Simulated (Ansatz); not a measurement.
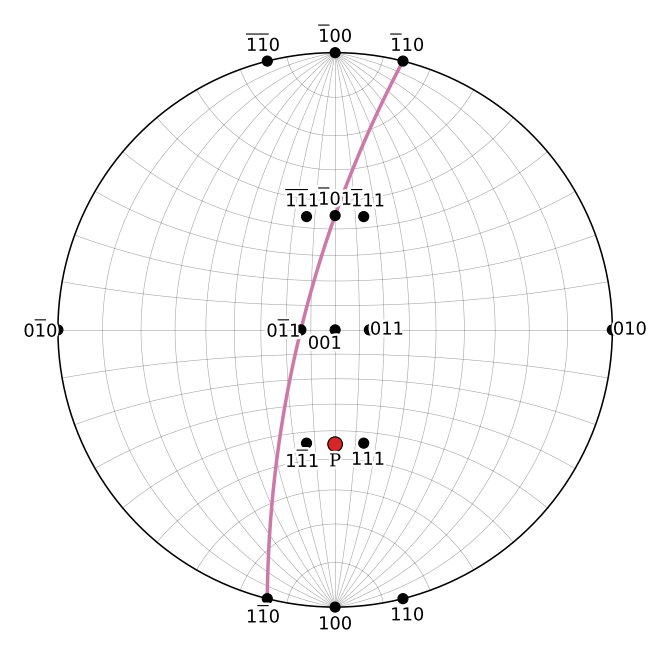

Crystal: HfSi2, coordinates from a relaxation with Ansatz, DFT PBE, scalar-relativistic, plane waves, PAW. Stereographic projection of plane normals (upper hemisphere) centred on (0 0 1). Symmetry computed with spglib at a tolerance of 0.002 Å; standard conventional cell.

a = 3.683 Å, b = 14.592 Å, c = 3.660 Å, α = 90.00°, β = 90.00°, γ = 90.00°.

Q: Index the pole marked P.

A: P is (1 0 1), 44.8° from the centre.

Q: Which zone does the coloured great circle trace?

A: The zone [1 1 1]: its poles satisfy h + k + l = 0.

Q: What is the angle between the normals of (1 −1 0) and (−1 0 1), and what are their d_hkl = 1/|g|?

A: 133.1°; d = 3.571 Å and 2.596 Å.
